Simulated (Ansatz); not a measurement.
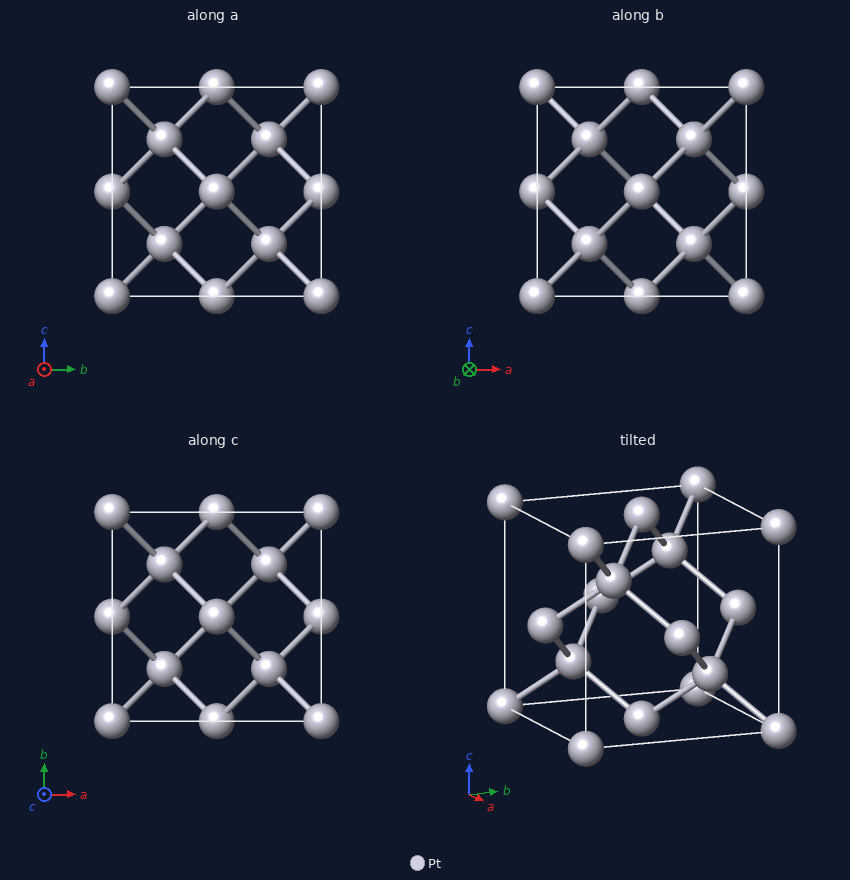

Structure drawing (ball-and-stick), viewed along the a axis, along the b axis, along the c axis and slightly off an axis. Thin lines show the conventional unit cell, with boundary atoms drawn in all their periodic places.

Lattice parameters: a = 5.6493 Å, b = 5.6493 Å, c = 5.6493 Å, α = 90.000°, β = 90.000°, γ = 90.000°.

Q: Convert the drawing into a CIF with its space group and independent sites.

A:
```cif
data_structure
_symmetry_space_group_name_H-M 'F d -3 m :1'
_symmetry_Int_Tables_number 227
_cell_length_a 5.6493
_cell_length_b 5.6493
_cell_length_c 5.6493
_cell_angle_alpha 90.000
_cell_angle_beta 90.000
_cell_angle_gamma 90.000
_cell_volume 180.29
loop_
_atom_site_label
_atom_site_type_symbol
_atom_site_symmetry_multiplicity
_atom_site_Wyckoff_symbol
_atom_site_fract_x
_atom_site_fract_y
_atom_site_fract_z
_atom_site_occupancy
Pt1 Pt 8 a 0.2500 0.7500 0.7500 1
```

Starting structure: a structure type filled with this element by a generator (whether the element takes this form wasn't checked). Relaxation method: DFT, LDA (PW92), plane waves (420 eV) with PAW, scalar-relativistic (Ansatz).
